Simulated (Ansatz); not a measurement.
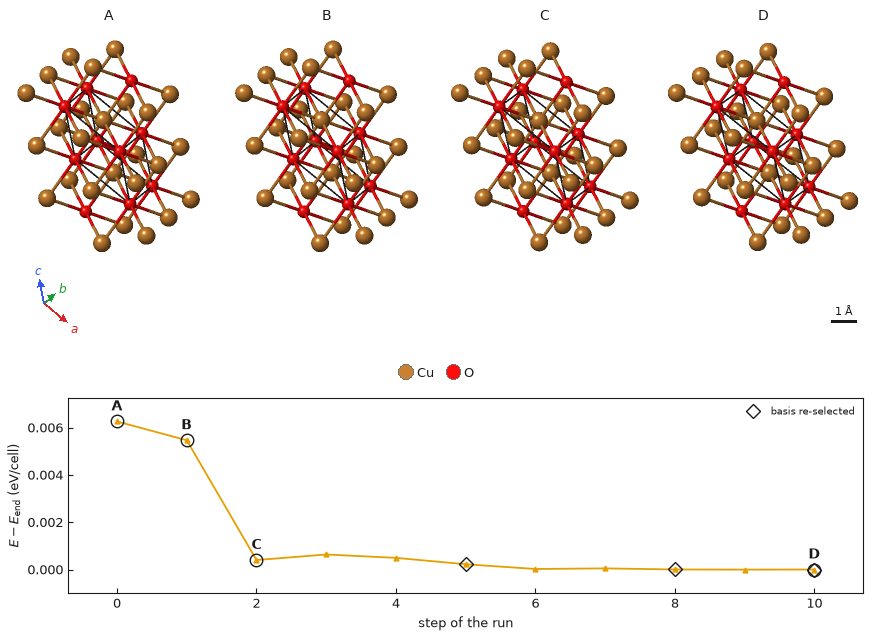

Frames of a relaxation of solid CuO (a generated structure, set up in I4/mmm), marked on the history of the run. The picture is a ball-and-stick view of the cell of the calculation, seen slightly off an axis.

All numbers below come from Ansatz, DFT PBE, scalar-relativistic, plane waves, PAW. Set-up: plane-wave cutoff 420 eV; k-point mesh 26 × 26 × 26; occupations gaussian; smearing width 0.1 eV; no spin polarisation; cell and atoms relaxed; force threshold 0.01 eV/Å; at most 80 steps.

### What happens along the run?

After 7 accepted moves (10 points after the start) the energy has fallen by 6.3 meV per cell of the calculation. All forces vanish by symmetry, so only the cell relaxes. The pressure goes from −0.37 to 0.00 GPa. At 3 points the geometry stayed and the basis and grid were re-selected for the new cell (energy shift of 0.3 meV per cell of the calculation at most each time). The atoms keep their places relative to the cell (all moves are under 0.005 Å). The drawn cell changes as follows: a = b = c 2.981 → 3.001 Å (+0.7 %), α 118.0° → 120.0°, β 118.0° → 120.0°, γ 93.5° → 90.0°; the volume changes by −0.7 %. Among the contacts that change: Cu–O 2.043 → 2.121 Å, Cu–O 2.170 → 2.123 Å. The space group (tolerance 0.01 Å) goes from I4/mmm (No. 139) to Fm-3m (No. 225). The run took 5 min on 1 thread of Arm Neoverse V1 (shared host), peak memory 0.69 GiB. From step 0 to 1: volume −0.2 %, energy −0.8 meV per cell of the calculation. From step 1 to 2: volume −0.7 %, energy −5.1 meV per cell of the calculation. From step 2 to 10: volume +0.2 %, energy −0.4 meV per cell of the calculation.
